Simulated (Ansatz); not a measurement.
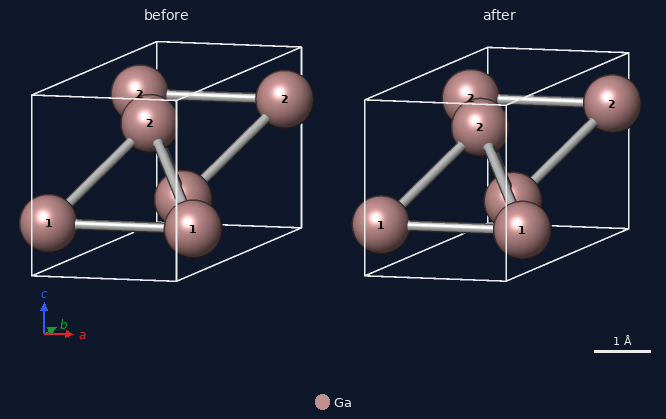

The structure of a crystal of Ga (set up in Cmcm) before (left) and after (right) a relaxation, at one scale.

The picture is a ball-and-stick view of the conventional cell (2 times the calculation's cell), seen slightly off an axis. Lengths and directions refer to the drawn axes.

Case: relaxed at 5 GPa.

Computed with Ansatz, DFT PBEsol, scalar-relativistic, plane waves, PAW. Set-up: plane-wave cutoff 420 eV; k-point mesh 16 × 16 × 14; occupations fermi dirac; smearing width 0.15 eV; target pressure 5 GPa; no spin polarisation; cell and atoms relaxed; force threshold 0.001 eV/Å; at most 60 steps.

**Describe what moved and what it gained.**

Over 5 accepted moves (6 points after the start) the energy rises by 17.5 meV per atom. With the target pressure of 5 GPa, the enthalpy E + pV changes by −20.0 meV per atom. Largest force component: 0.00037 eV/Å at the start, 0.0003 eV/Å at the end. The pressure goes from 0.00 to 5.00 GPa. The SCF was repeated once at an unchanged geometry on a basis and grid sized afresh for the cell, which shifted the energy by 0.4 meV per atom at most. No atom moves by more than 0.005 Å relative to the cell. The drawn cell changes as follows: a 2.737 → 2.673 Å (−2.3 %), b 7.945 → 7.799 Å (−1.8 %), c 3.306 → 3.217 Å (−2.7 %); the volume changes by −6.7 %. Near-neighbour distances that change, for instance: Ga1–Ga1 2.737 → 2.673 Å, Ga1–Ga2 2.692 → 2.631 Å, Ga1–Ga2 (another image) 2.832 → 2.771 Å. The space group stays Cmcm (No. 63). The run took 120 s on 1 thread of Arm Neoverse V2, with other jobs on the host, peak memory 0.59 GiB.
